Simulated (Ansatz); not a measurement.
Consider VN2.

```
CELL_PARAMETERS angstrom
4.41437 0.00000 0.00000
0.00000 4.41437 0.00000
0.00000 0.00000 4.72006
ATOMIC_POSITIONS crystal
V 0.00000 0.00000 0.25000
V 0.50000 0.50000 0.75000
V 0.00000 0.00000 0.75000
V 0.50000 0.50000 0.25000
N 0.61357 0.11357 0.00000
N 0.11357 0.61357 0.50000
N 0.38643 0.11357 0.50000
N 0.88643 0.61357 0.00000
N 0.38643 0.88643 0.00000
N 0.88643 0.38643 0.50000
N 0.11357 0.38643 0.00000
N 0.61357 0.88643 0.50000
```

Space group I4/mcm; changed on purpose from its base cell (strain +0.025 along x and y, -0.050 along z, atoms carried along); computed without spin polarisation.

Level of theory: DFT PBE, scalar-relativistic, plane waves, PAW (Ansatz 0.2.0).

Predict the valence pseudo-density and electron localisation function between the atoms.

Answer. V–N (2.13 Å): the density is about 0.53 e/Å³ at the midpoint; the ELF peaks at about 0.90 in the valence shell of N, 0.7 Å from its nucleus, and is about 0.30 at the midpoint (no localised pair shows between them).

Does the calculation give a band gap?

Answer. It is metallic or semimetallic at this level of theory: no gap opens; semilocal functionals without U, or without the true magnetic order, often close the gap of such compounds.

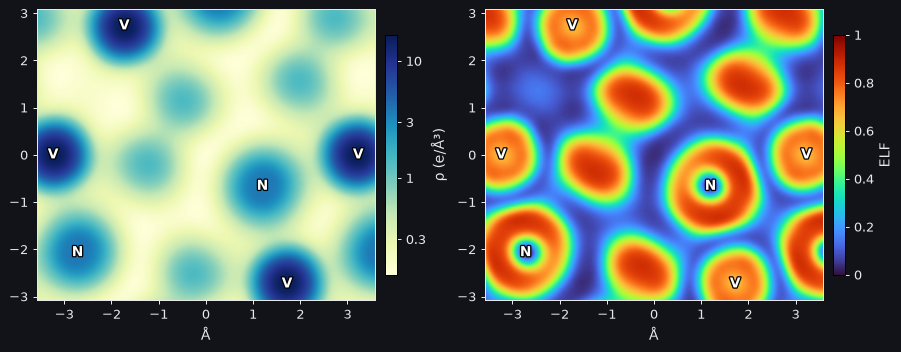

Computed valence pseudo-density and electron localisation function on the (111) plane of the conventional cell, in this order. Atoms just off the plane (N, 0.7 Å away) can leave unmarked features too.

In a PAW calculation such maps are meaningful between the atoms, not at the nuclei.
